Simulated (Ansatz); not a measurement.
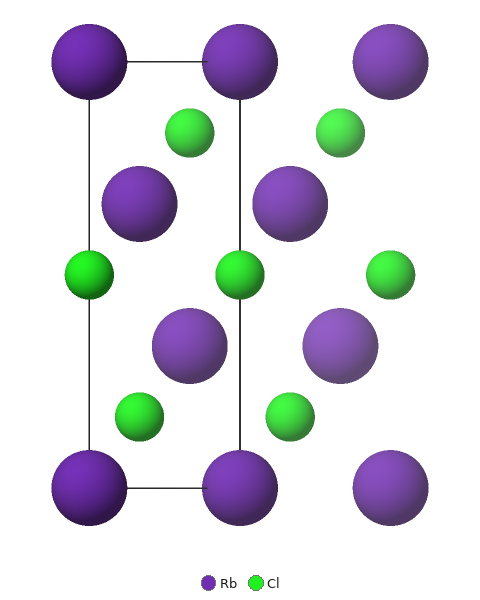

The picture looks along a close-packed row of the hexagonal mesh; [111] points upwards. Every atom sits on one of the three columns of the mesh; call them A, B, C in the order in which they first turn up. The box is the hexagonal cell of the face-centred cubic lattice. The sequence starts with the first layer at or above the cell's origin.

RbCl. Coordinates: a calculation's input that goes back to an entry of the Crystallography Open Database (an earlier step may have relaxed or displaced it).

### Give the sequence of layers in one repeat, with element and column.

Rb(A) – Cl(B) – Rb(C) – Cl(A) – Rb(B) – Cl(C) (six layers in 11.34 Å).

### How are the Cl layers alone stacked?

Cl layers alone: BAC, the cubic close-packed type.

### Which positions between or in the Cl layers do the other atoms fill?

Rb: three octahedral sites, counted in one hexagonal cell.
